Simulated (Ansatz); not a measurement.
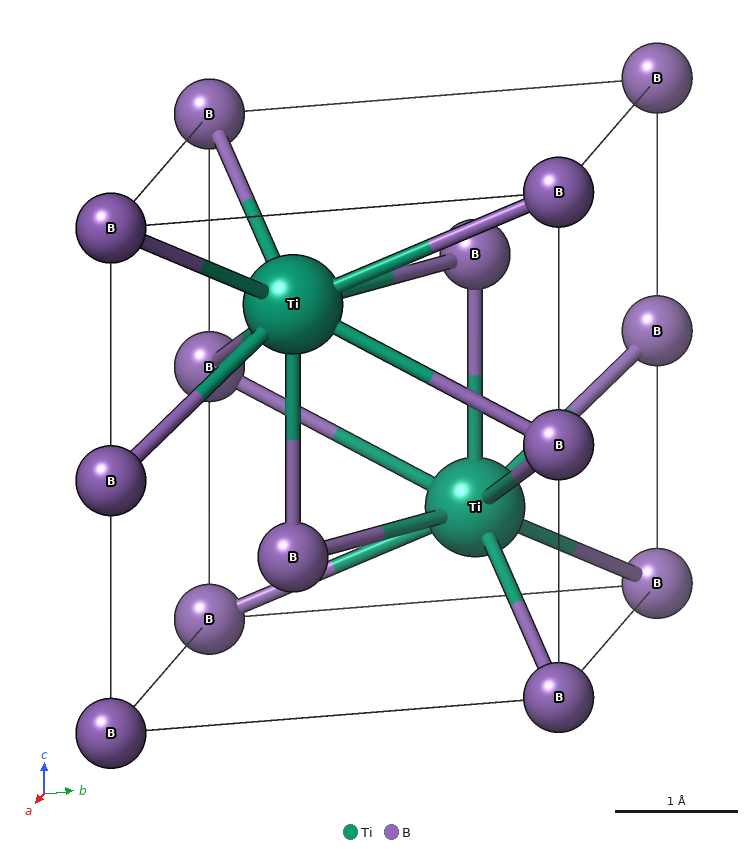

Crystal structure, ball-and-stick style, seen slightly off an axis. Atoms at the boundary of the conventional unit cell (the box) are drawn once for each face, edge or corner they touch. Cell: a = 3.89 Å, b = 3.89 Å, c = 4.31 Å, α = 90.00°, β = 90.00°, γ = 120.00°.

It goes back to a random cell made by a generator, so it need not be a real form of the compound. Earlier steps of the study may have refined or changed the cell and positions. It went into a calculation with Ansatz.

Q: Summary of the structure:

A: It has the composition TiB$_{2}$. Space group P6_3/mmc (No. 194), lattice primitive hexagonal. In terms of structure types, this is Ni₂In type. The cell comprises 2 formula units: 2 Ti, 4 B. The neighbours of Ti are eleven B at about 2.2 to 2.5 Å. B takes two kinds of site: 2a with six Ti in a distorted octahedral arrangement at about 2.5 Å; 2d with five Ti in a trigonal bipyramidal arrangement at about 2.2 Å. Not all metal-metal contacts are counted. The bonds build a three-dimensional framework.

Method: DFT PBE, scalar-relativistic, plane waves, PAW (Ansatz 0.2.0); 420 eV cutoff, 12×12×10 k-mesh, Gaussian smearing of 0.1 eV, no spin polarisation.

Q: Does it come out as a metal, or with a gap?

A: A metal: bands cross the Fermi level.

Q: Give the Bader charge of each element.

A: Ti +1.28 e; B -0.88 to -0.41 e.

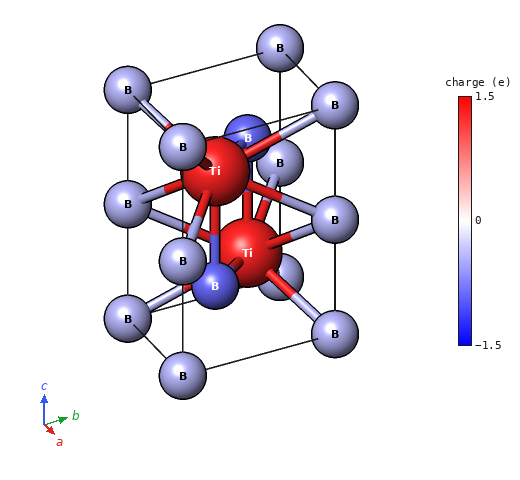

The atoms coloured by those charges. The run's cell of 6 atoms is drawn.

Q: Does this geometry sit at a stationary point of the energy?

A: Yes. All forces vanish to within 0.01 eV/Å. The pressure is 0.0 GPa, close to zero.
